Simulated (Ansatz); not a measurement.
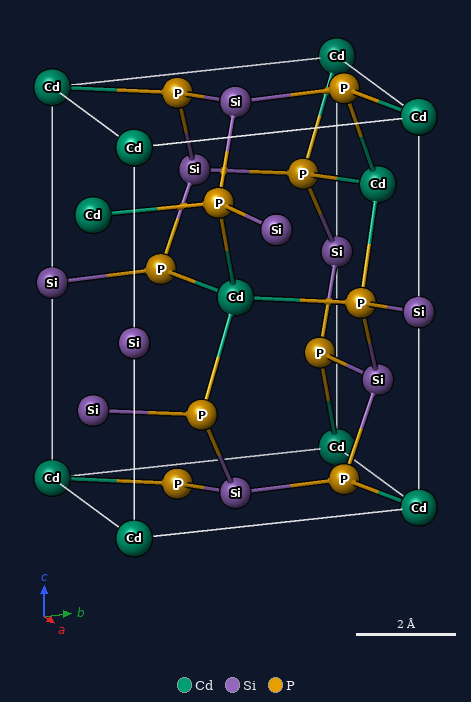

*The input geometry (ball-and-stick view of the cell of the calculation, seen slightly off an axis).*

Near neighbours in the crystal (not all of them lie inside the picture): Cd has 4 P at 2.58 Å; Si has 4 P at 2.27 Å; P has 1 Cd at 2.58 Å and 2 Si at 2.27 Å; P has 2 Cd at 2.58 Å and 2 Si at 2.27 Å.

# Geometry relaxation of Cd3Si4P8 (part 1 of 2)

Cd3Si4P8 (defect cell, 15 atoms in the cell), computed with DFT PBE, scalar-relativistic, plane waves, PAW, no spin polarisation (Ansatz 0.2.0).

The structure derives from a Materials Project entry. It belongs to a series of runs on one base structure; here: Cd vacancy, atoms relaxed.

Log:
```
Warning: output.stress: scf.convergence.dr2_threshold = 1e-7 eV (the SCF's general default) is looser than the 1.5e-9 eV advised for a printed stress (1e-10 eV for each atom of the cell: 15). What an SCF threshold leaves in a stress goes as its square root, and in the free energy as the threshold itself, and one threshold admits the most on a small cell: of the crystals measured, under no hybrid functional and no lock of the moments, on runs that ended without the residual-converged pass, on stresses that held no estimate of that error, the worst erred by over 100 MPa in a component at 1e-7 eV an atom and by under 5 at 1e-10. Every solve of this run answers to scf.convergence.dr2_threshold, and the tensor of one is reported: a single SCF on the reported geometry and on this run's grids (its basis.xc_grid and basis.ecutrho_ratio typed), with scf.convergence.dr2_threshold at 1.5e-9 eV or tighter, prints it and tightens no other solve. Else set scf.convergence.dr2_threshold to 1.5e-9 eV or tighter. The threshold is an SCF's pass mark: one that does not reach it within its budget of iterations ends unconverged, or closes short of it on a stop that the run arms, and scf.convergence.dr2_threshold's page says what that costs each kind of run
Engine: ansatz 0.2.0, x86_64-unknown-linux-gnu
Pseudopotentials: kind: paw
Pseudopotential: Cd, paw, valence charge 20, recommended cutoff 420 eV (normal), Cd.paw.azcp
Pseudopotential: Si, paw, valence charge 4, recommended cutoff 420 eV (normal), Si.paw.azcp
Pseudopotential: P, paw, valence charge 5, recommended cutoff 420 eV (normal), P.paw.azcp
Functional definition: PBE
  parameter kappa = 0.804
  parameter beta = 0.06672455060314922
  exchange = pbe_x(kappa = kappa, mu = beta*pi^2/3)
  correlation = pbe_c(beta = beta)
Crystal: 15 atoms, lattice volume = 346.692 Å³
Basis set: ecut = 420 eV, 6767 PW (Γ), exchange–correlation on 90×90×120 points (8 copies of the dense FFT grid, shifted against one another)
Bands: 73, of which v1, the nominal top of the filled ones, is band 58 counted from 1 (57 counted from 0)
Symmetry: 2 space group operations
Space group: C2 (ITA 5), of the structure as read, at distance tolerance 7.0e-5 Å
k-points: 24 of 64 (time reversal used)
Non-local potential: Cd, projectors of the file, l = 0: 3, l = 1: 2, l = 2: 2, l = 3: 1
Non-local potential: Si, projectors of the file, l = 0: 2, l = 1: 2, l = 2: 2
Non-local potential: P, projectors of the file, l = 0: 2, l = 1: 2, l = 2: 2
PAW form: soft (Blöchl's): semilocal exchange-correlation on the pseudo side does not see the compensation charge
PAW one-centre angular grid: Cd, 590 points (default); XC on 64 Gauss nodes
PAW one-centre angular grid: Si, 110 points (default); XC on 64 Gauss nodes
PAW one-centre angular grid: P, 110 points (default); XC on 64 Gauss nodes
Initial density: superposition of atomic densities (neutral atoms: chi_scale 0, normalization atom), corrected by the library's trained network
Initial wavefunctions: pseudopotential atomic-orbital guess
Functional: x = pbe(κ = 0.804, μ = 0.2195149727645171), c = pbe(β = 0.06672455060314922)
SCF iter   1: F=—  HF=-33352.783848 eV  |F-HF|=—  |Δ(HF+E_count)|=         —  Δρ=4.69e-3  dr2=2.80e-1  ethr=1.77e-3  ⟨swp⟩=8.2  Hψ=8442  notcnv=0  defer=105
preconditioner: auto → LDOS  [metal: Δε(μ)=0.018 eV  Ē_g=9.211 eV  σ=0.050 eV  W_gap=0.19  n_scr=68 (ndim 8)  ℏωp=19.1 eV  f_vac=0.017  D(μ)=9.80/eV (n_scr^D=68)  β→1.0]
SCF iter   2: F=—  HF=-33352.722938 eV  |F-HF|=—  |Δ(HF+E_count)|=   6.09e-2  Δρ=2.88e-3  dr2=6.55e-2  ethr=2.42e-4  ⟨swp⟩=3.7  Hψ=2847  notcnv=0  defer=171
SCF iter   3: F=—  HF=-33352.715475 eV  |F-HF|=—  |Δ(HF+E_count)|=   7.46e-3  Δρ=2.14e-3  dr2=3.95e-2  ethr=5.65e-5  ⟨swp⟩=3.0  Hψ=2976  notcnv=0  defer=171
SCF iter   4: F=—  HF=-33352.707527 eV  |F-HF|=—  |Δ(HF+E_count)|=   7.95e-3  Δρ=8.81e-4  dr2=7.07e-3  ethr=3.41e-5  ⟨swp⟩=2.0  Hψ=2825  notcnv=0  defer=171
SCF iter   5: F=—  HF=-33352.706276 eV  |F-HF|=—  |Δ(HF+E_count)|=   1.25e-3  Δρ=4.01e-4  dr2=1.32e-3  ethr=6.10e-6  ⟨swp⟩=2.5  Hψ=2598  notcnv=0  defer=171
SCF iter   6: F=—  HF=-33352.706082 eV  |F-HF|=—  |Δ(HF+E_count)|=   1.94e-4  Δρ=1.79e-4  dr2=2.65e-4  ethr=1.14e-6  ⟨swp⟩=2.0  Hψ=2050  notcnv=0  defer=171
SCF iter   7: F=—  HF=-33352.706072 eV  |F-HF|=—  |Δ(HF+E_count)|=   9.41e-6  Δρ=6.08e-5  dr2=2.85e-5  ethr=2.29e-7  ⟨swp⟩=2.0  Hψ=1974  notcnv=0  defer=171
SCF iter   8: F=-33352.706067 eV  HF=-33352.706070 eV  |F-HF|=2.70e-6  |Δ(HF+E_count)|=   2.49e-6  Δρ=1.96e-5  dr2=3.71e-6  ethr=8.62e-9  ⟨swp⟩=23.0  Hψ=19276  notcnv=0
SCF 1 converged in 8 iterations: F = -33352.706067 eV  dr2 = 3.71e-6
  greatest PAW one-centre occupation: 1.000 electrons in one spin orbital (limit 2), on the Cd atom at site 2 (counted from 0), in its partial waves of l = 0
relax step   1: F+E_penalty+E_count = -33352.70606710 eV  Δ(F+E_penalty+E_count) = +0.000e0 eV  max|allowed force component| = 3.082e-1 eV/Å  Δτ_max = 0.0000 Å  (8 SCF iters, dr2 threshold 1.00e-5 eV, accepted)
Initial density: handed on by an earlier stage of this run
Initial wavefunctions: those handed on with the density
iter 1 solved again at ethr=3.85e-5 eV; its pass at ethr=3.10e-3 eV (dr2=4.47e-2 eV) is discarded
SCF iter   1: F=—  HF=-33352.782923 eV  |F-HF|=—  |Δ(HF+E_count)|=         —  Δρ=4.05e-3  dr2=4.71e-2  ethr=3.85e-5  ⟨swp⟩=2.0  Hψ=6855  notcnv=0  defer=169
preconditioner: auto → LDOS  [metal: Δε(μ)=0.015 eV  Ē_g=9.148 eV  σ=0.050 eV  W_gap=0.17  n_scr=68 (ndim 8)  ℏωp=19.1 eV  f_vac=0.010  D(μ)=7.42/eV (n_scr^D=48)  β→1.0]
SCF iter   2: F=—  HF=-33352.780036 eV  |F-HF|=—  |Δ(HF+E_count)|=   2.89e-3  Δρ=9.65e-4  dr2=7.43e-3  ethr=3.85e-5  ⟨swp⟩=2.2  Hψ=2406  notcnv=0  defer=169
SCF iter   3: F=—  HF=-33352.779442 eV  |F-HF|=—  |Δ(HF+E_count)|=   5.94e-4  Δρ=5.82e-4  dr2=4.26e-3  ethr=6.40e-6  ⟨swp⟩=2.0  Hψ=2777  notcnv=0  defer=169
SCF iter   4: F=—  HF=-33352.778476 eV  |F-HF|=—  |Δ(HF+E_count)|=   9.66e-4  Δρ=2.28e-4  dr2=3.90e-4  ethr=3.67e-6  ⟨swp⟩=2.0  Hψ=2144  notcnv=0  defer=169
SCF iter   5: F=—  HF=-33352.778373 eV  |F-HF|=—  |Δ(HF+E_count)|=   1.02e-4  Δρ=6.02e-5  dr2=3.53e-5  ethr=3.36e-7  ⟨swp⟩=2.7  Hψ=3021  notcnv=0  defer=169
SCF iter   6: F=-33352.778367 eV  HF=-33352.778368 eV  |F-HF|=1.40e-6  |Δ(HF+E_count)|=   5.16e-6  Δρ=2.20e-5  dr2=2.72e-6  ethr=5.12e-9  ⟨swp⟩=22.3  Hψ=18429  notcnv=0
SCF 2 converged in 6 iterations: F = -33352.778367 eV  dr2 = 2.72e-6
relax step   2: F+E_penalty+E_count = -33352.77836656 eV  Δ(F+E_penalty+E_count) = -7.230e-2 eV  max|allowed force component| = 1.592e-1 eV/Å  Δτ_max = 0.0807 Å  (6 SCF iters, dr2 threshold 5.94e-6 eV, accepted)
SCF iter   1: F=—  HF=-33352.799340 eV  |F-HF|=—  |Δ(HF+E_count)|=         —  Δρ=2.54e-3  dr2=2.28e-2  ethr=2.05e-4  ⟨swp⟩=5.8  Hψ=4290  notcnv=0  defer=173
preconditioner: auto → Kerker (q_TF=auto, 2.273 Å⁻¹)  [metal: Δε(μ)=0.013 eV  Ē_g=9.131 eV  σ=0.050 eV  W_gap=0.15  n_scr=68 (ndim 8)  ℏωp=19.1 eV  f_vac=0.006  D(μ)=7.03/eV (n_scr^D=36)]
SCF iter   2: F=—  HF=-33352.797660 eV  |F-HF|=—  |Δ(HF+E_count)|=   1.68e-3  Δρ=1.48e-3  dr2=8.12e-3  ethr=1.96e-5  ⟨swp⟩=2.0  Hψ=2324  notcnv=0  defer=173
SCF iter   3: F=—  HF=-33352.796963 eV  |F-HF|=—  |Δ(HF+E_count)|=   6.96e-4  Δρ=1.75e-4  dr2=3.27e-4  ethr=7.00e-6  ⟨swp⟩=2.0  Hψ=1992  notcnv=0  defer=173
SCF iter   4: F=—  HF=-33352.796895 eV  |F-HF|=—  |Δ(HF+E_count)|=   6.89e-5  Δρ=7.62e-5  dr2=6.64e-5  ethr=2.82e-7  ⟨swp⟩=2.0  Hψ=2150  notcnv=0  defer=173
SCF iter   5: F=—  HF=-33352.796893 eV  |F-HF|=—  |Δ(HF+E_count)|=   1.77e-6  Δρ=3.56e-5  dr2=9.60e-6  ethr=5.72e-8  ⟨swp⟩=3.0  Hψ=2738  notcnv=0  defer=173
SCF iter   6: F=—  HF=-33352.796893 eV  |F-HF|=—  |Δ(HF+E_count)|=   3.85e-7  Δρ=1.92e-5  dr2=1.89e-6  ethr=1.37e-9  ⟨swp⟩=22.8  Hψ=18074  notcnv=0
SCF iter   7: F=-33352.796893 eV  HF=-33352.796893 eV  |F-HF|=1.70e-8  |Δ(HF+E_count)|=   1.22e-7  Δρ=6.43e-6  dr2=2.77e-7  ethr=1.37e-9  ⟨swp⟩=11.3  Hψ=12306  notcnv=0
SCF 3 converged in 7 iterations: F = -33352.796893 eV  dr2 = 2.77e-7
  greatest PAW one-centre occupation: 1.000 electrons in one spin orbital (limit 2), on the Cd atom at site 0 (counted from 0), in its partial waves of l = 0
relax step   3: F+E_penalty+E_count = -33352.79689337 eV  Δ(F+E_penalty+E_count) = -1.853e-2 eV  max|allowed force component| = 4.931e-2 eV/Å  Δτ_max = 0.0703 Å  (7 SCF iters, dr2 threshold 1.58e-6 eV, accepted)
SCF iter   1: F=—  HF=-33352.798283 eV  |F-HF|=—  |Δ(HF+E_count)|=         —  Δρ=5.60e-4  dr2=9.50e-4  ethr=6.45e-6  ⟨swp⟩=3.0  Hψ=3940  notcnv=0  defer=173
preconditioner: auto → Kerker (q_TF=auto, 2.273 Å⁻¹)  [metal: Δε(μ)=0.011 eV  Ē_g=9.119 eV  σ=0.050 eV  W_gap=0.12  n_scr=68 (ndim 8)  ℏωp=19.1 eV  f_vac=0.006  D(μ)=7.45/eV (n_scr^D=48)]
SCF iter   2: F=—  HF=-33352.798199 eV  |F-HF|=—  |Δ(HF+E_count)|=   8.40e-5  Δρ=3.21e-4  dr2=2.96e-4  ethr=8.19e-7  ⟨swp⟩=1.8  Hψ=2122  notcnv=0  defer=173
SCF iter   3: F=—  HF=-33352.798183 eV  |F-HF|=—  |Δ(HF+E_count)|=   1.67e-5  Δρ=3.82e-5  dr2=7.12e-6  ethr=2.55e-7  ⟨swp⟩=2.0  Hψ=2086  notcnv=0  defer=173
SCF iter   4: F=—  HF=-33352.798119 eV  |F-HF|=—  |Δ(HF+E_count)|=   6.37e-5  Δρ=1.20e-5  dr2=1.05e-6  ethr=6.13e-9  ⟨swp⟩=2.1  Hψ=2253  notcnv=0  defer=173
SCF iter   5: F=—  HF=-33352.798119 eV  |F-HF|=—  |Δ(HF+E_count)|=   2.02e-7  Δρ=4.27e-6  dr2=1.25e-7  ethr=9.07e-10  ⟨swp⟩=2.2  Hψ=2408  notcnv=0  defer=173
SCF iter   6: F=-33352.798119 eV  HF=-33352.798119 eV  |F-HF|=7.57e-10  |Δ(HF+E_count)|=   4.12e-8  Δρ=1.76e-6  dr2=1.92e-8  ethr=8.62e-11  ⟨swp⟩=18.5  Hψ=13106  notcnv=0
SCF 4 converged in 6 iterations: F = -33352.798119 eV  dr2 = 1.92e-8
relax step   4: F+E_penalty+E_count = -33352.79811922 eV  Δ(F+E_penalty+E_count) = -1.226e-3 eV  max|allowed force component| = 1.397e-2 eV/Å  Δτ_max = 0.0093 Å  (6 SCF iters, accepted)
```

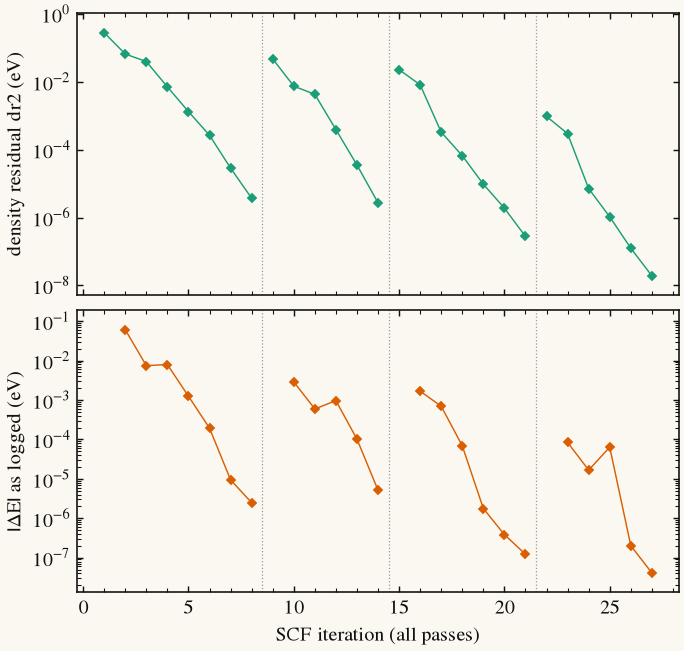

*Convergence of the self-consistent field: density residual dr2 and size of the energy change against the SCF iteration. The dotted lines part the SCF passes of the relaxation: geometry steps, rejected trials and re-solves on a re-selected basis.*

The passes take 8, 6, 7 and 6 iterations.

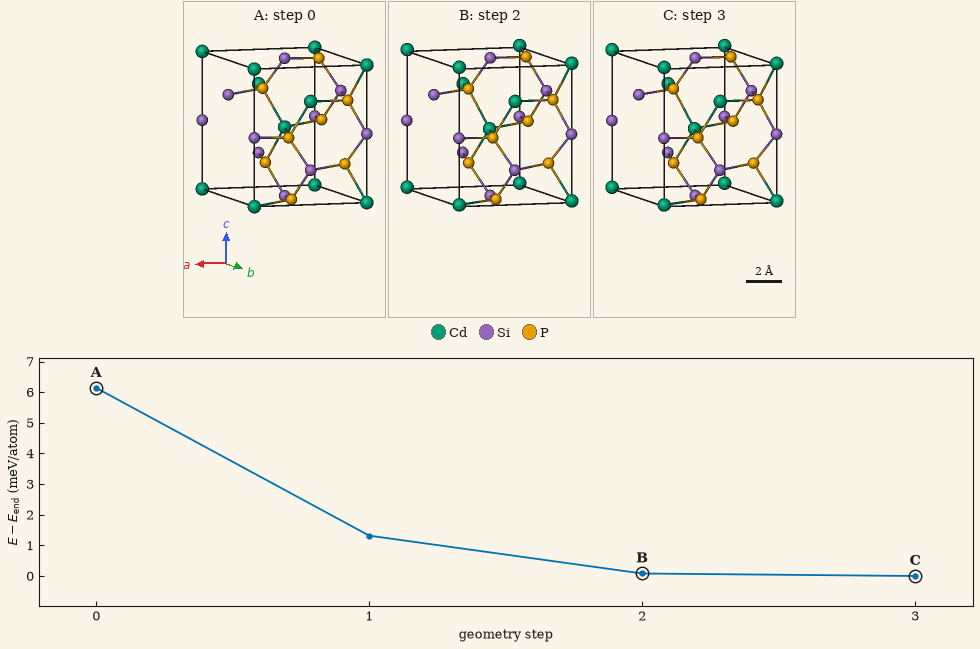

*Frames of the relaxation (ball-and-stick view of the cell of the calculation, seen at an oblique angle) above the curves, on which the letters mark them (the first geometry is step 0 here and step 1 in the log).*

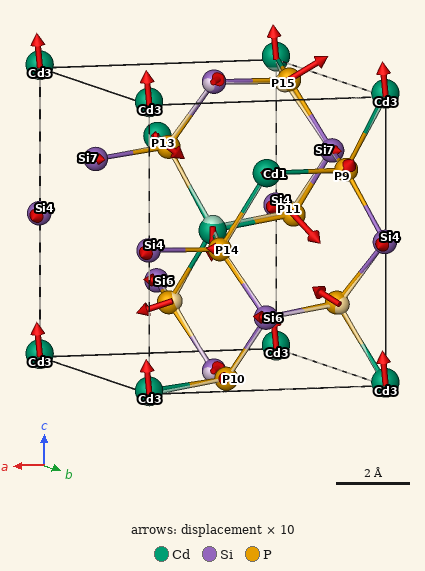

*Start (faint) and end (solid) with the displacements as red arrows, magnified 10 times (ball-and-stick view of the cell of the calculation, seen at an oblique angle).*

The largest moves, 0.14 Å, are those of P11 and P15. Largest moves by element: P 0.14 Å, Cd 0.10 Å, Si 0.06 Å. The cell doesn't change. Distances before and after: Si4–P11 2.273 → 2.317 Å, Cd2–P13 2.581 → 2.607 Å, Si4–P9 2.273 → 2.297 Å, Cd2–P11 2.581 → 2.604 Å. Among the angles that change: P11–Si7–P15 108.8° → 114.1°, Cd2–P8–Si5 112.9° → 107.9°, P8–Cd2–P11 105.2° → 108.8°. Over 3 geometry steps the energy falls by 6.1 meV per atom. Largest force component: 0.31 eV/Å at the start, 0.014 eV/Å at the end. (Atoms are counted from 1 in the order of the input.)

```
SCF converged after 6 iterations
Free energy (F): -33352.798119 eV
Harris-Foulkes:  -33352.798119 eV  (|F-HF|=7.57e-10)
Internal energy: -33352.788806 eV  (E = F + TS)
E sigma→0 (E₀):  -33352.793463 eV
Entropy (-TS):   -0.009313 eV (-0.621 meV/atom)
Fermi energy:    5.946543 eV
--- Per-component energies (eV) ---
  E_band       = -1584.197801
  E_kinetic    = 2225.832418
  E_local      = -14752.791436  (includes V_loc(G=0)·N_el)
  E_nonlocal   = 468.780665
  E_hartree    = 6744.602093
  E_xc         = -1237.528596
  E_vxc        = -1330.772788  (∫ρ·V_xc dr)
  E_paw        = -18851.565755  (= ΣΔE_a)
  E_vpaw       = -1684.444629  (= ΣTr[D̂ρ^β])
  E_aug_tail   = 0.000091  (compensation charges beyond the density's cutoff)
  E_ewald      = -7950.118286
  E_smearing   = -0.009313  (= −TS)
  E_closure    = -0.000000  (closes the sum)
  Σ components = -33352.798119   (vs F -33352.798119, Δ=0.00e0)
--- Forces (eV/Å), atoms counted from 1 ---
  atom   1  Cd     0.00000000     0.00000000    -0.00052340
  atom   2  Cd    -0.00145079     0.00384022    -0.00118380
  atom   3  Cd     0.00145079    -0.00384022    -0.00118380
  atom   4  Si    -0.00092813     0.00486649    -0.00078129
  atom   5  Si     0.00092813    -0.00486649    -0.00078129
  atom   6  Si     0.00000000     0.00000000    -0.01397438
  atom   7  Si     0.00000000     0.00000000     0.00294026
  atom   8  P      0.01073773    -0.00847693     0.00240489
  atom   9  P     -0.00329997    -0.00960062     0.00277974
  atom  10  P     -0.00000294     0.00979019    -0.00067840
  atom  11  P      0.00276594    -0.00435049     0.00322562
  atom  12  P     -0.01073773     0.00847693     0.00240489
  atom  13  P      0.00329997     0.00960062     0.00277974
  atom  14  P      0.00000294    -0.00979019    -0.00067840
  atom  15  P     -0.00276594     0.00435049     0.00322562
  max |Σ_I F_I| component: 2.40e-5 eV/Å
--- Stress (GPa, compression-positive) ---
       -1.540961       0.025081       0.000000
        0.025081      -2.051726       0.000000
        0.000000       0.000000      -2.328640
  P = ⅓ Tr σ = -1.9738 GPa (-19.738 kbar)
--- Band table (eV; the first three rows and the last of 24) ---
```
